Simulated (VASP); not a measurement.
System: PtS$_{2}$.

```
Pt S
1.0
     3.54354    0.00000    0.00000
    -1.77177    3.06880    0.00000
     0.00000    0.00000   16.00861
Pt S
3 6
Direct
  0.00000 0.00000 0.00000
  0.66667 0.33333 0.33333
  0.33333 0.66667 0.66667
  0.66667 0.33333 0.07718
  0.33333 0.66667 0.41051
  0.00000 0.00000 0.74385
  0.00000 0.00000 0.25615
  0.66667 0.33333 0.58949
  0.33333 0.66667 0.92282
```

Space group R-3m; a generated structure, not necessarily the stable one.

The calculation used Kohn-Sham DFT of a periodic cell, PBE with D3(BJ), VASP PAW PBE potentials, recommended (VASP 6.6.1).

What can the converged valence pseudo-density and electron localisation function tell about the bonding?

Pt–S (2.39 Å): the density is about 0.64 e/Å³ at the midpoint; the ELF peaks at about 0.90 in the valence shell of S, 0.8 Å from its nucleus, and is about 0.55 at the midpoint.

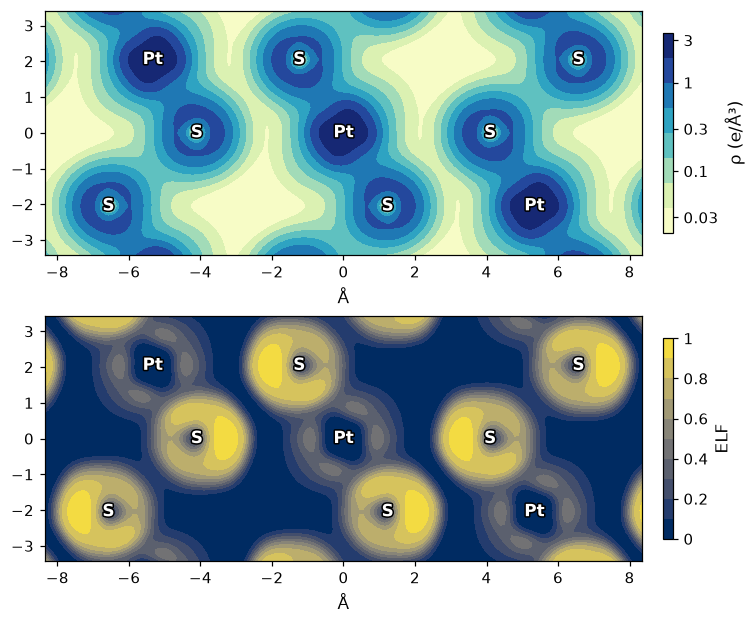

Computed valence pseudo-density and electron localisation function on the (110) plane of the conventional cell, in this order. 

Core electrons are frozen (PAW), and the valence fields are smoothed inside the atomic spheres.
